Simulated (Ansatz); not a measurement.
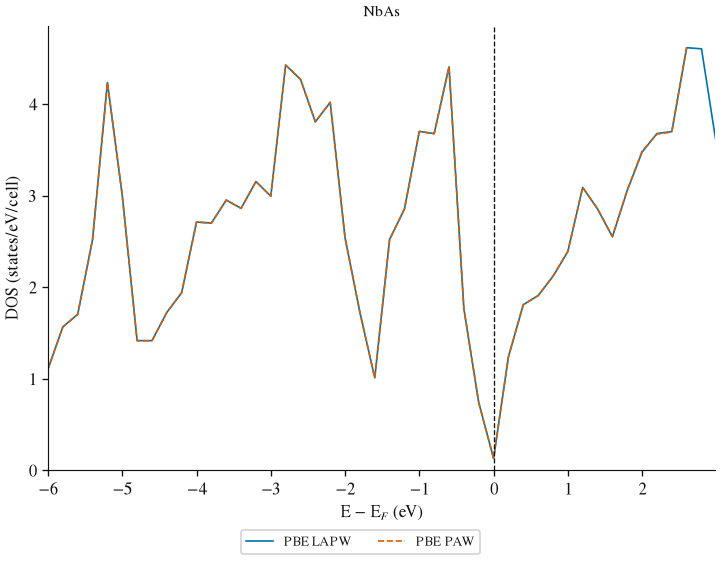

Total densities of states of NbAs, space group I4_1md, 4 atoms in the cell, by two methods on the same cell. Each is counted from its own Fermi level.

> What changes from one method to the other?

PBE LAPW gives a metal with about 0.7 states per eV and cell at the Fermi level and PBE PAW gives a metal with about 0.7 states per eV and cell at the Fermi level.

Settings. PBE LAPW: DFT, PBE, all-electron LAPW, scalar-relativistic, no spin polarisation, 15×15×15 k mesh, Fermi-Dirac smearing of 0.08 eV (Ansatz 0.2.0). PBE PAW: DFT, PBE, PAW with Ansatz's default frozen-core files, scalar-relativistic, no spin polarisation, 15×15×15 k mesh, 420 eV cutoff (Ansatz).
